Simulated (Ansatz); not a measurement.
System: zincblende BAs, space group F-43m (No. 216), 2 atoms in the primitive cell; at the first point, cubic a = 4.809 Å, relaxed at zero pressure beforehand. The cell is squeezed uniformly and kept in this structure, whether or not it stays the stable one. Level of theory: PBE, all-electron LAPW, no spin polarisation, no spin-orbit coupling, 14×14×14 k mesh, Fermi-Dirac smearing of 0.08 eV; code Ansatz 0.2.0.

### How will the gap change from 0 GPa to 254 GPa?

The gap falls from 1.23 eV at 0 GPa to 0.52 eV at 254 GPa.

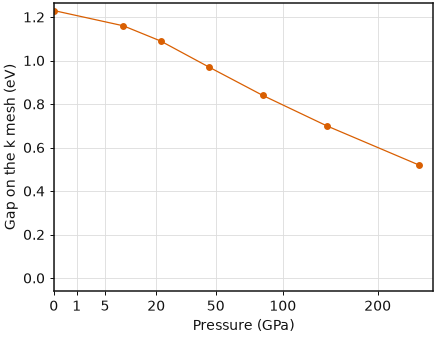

Smallest gap on the k mesh (the pressure axis goes as the square root).

| pressure | gap (eV) | V/V0 |
| --- | --- | --- |
| 0 GPa | 1.23 | 1.00 |
| 9 GPa | 1.16 | 0.94 |
| 22 GPa | 1.09 | 0.88 |
| 46 GPa | 0.97 | 0.80 |
| 83 GPa | 0.84 | 0.72 |
| 142 GPa | 0.70 | 0.64 |
| 254 GPa | 0.52 | 0.55 |

Spin-orbit coupling is left out, which matters for As. LDA, GGA and most meta-GGA functionals understate gaps.
